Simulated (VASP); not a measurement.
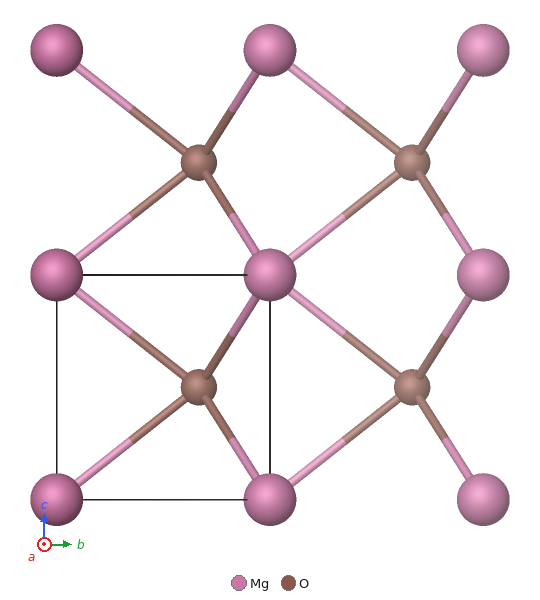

Projection along an edge of the hexagonal mesh, stacking direction c upwards. Every atom sits on one of the three columns of the mesh; call them A, B, C in the order in which they first turn up. The sequence starts with the first layer at or above the cell's origin.

The compound is MgO (space group P-6m2, No. 187), taken as a cell listed in the Materials Project, as set up for an electronic-structure calculation.

### Read off the stacking sequence over one period.

Mg(A) – O(B) (two layers in 2.68 Å).
